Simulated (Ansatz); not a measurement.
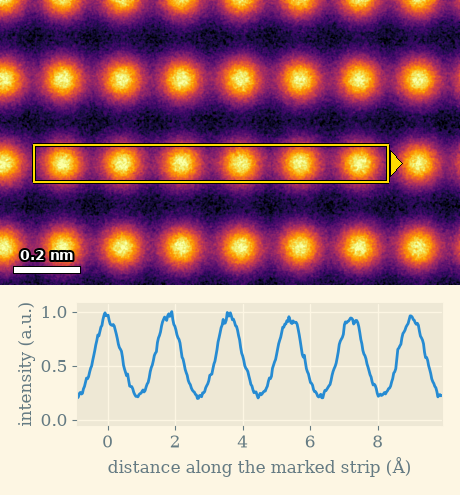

Integrated-DPC-like image of Rh (Pm-3m, No. 221) along [110]. Simulated as the projected potential of neutral atoms (B = 0.5 Å²) blurred by a 0.75 Å probe, the thin-sample limit of integrated differential phase contrast. The display is stretched by a gamma of 0.65; percentages refer to the linear signal. Shot noise was added. Atomic positions: the input geometry of an electronic-structure calculation (not necessarily at equilibrium); the starting structure was generated, so it need not be a known form of this composition.

```
Rh
1.0
     2.55089    0.00000    0.00000
     0.00000    2.55089    0.00000
     0.00000    0.00000    2.55089
Rh
1
Direct
  0.00000 0.00000 0.00000
```

The curve is the intensity along the marked strip, in the direction of its arrowhead, with zero distance at the first column. Brightness is counted from the darkest point of the image.

> Assign the peaks of the line profile.

| position (Å) | atoms per repeat along the beam | height (% of the highest) |
| --- | --- | --- |
| 0.0 | 1 Rh | 100 |
| 1.8 | 1 Rh | 100 |
| 3.6 | 1 Rh | 100 |
| 5.4 | 1 Rh | 100 |
| 7.2 | 1 Rh | 100 |
| 9.0 | 1 Rh | 100 |
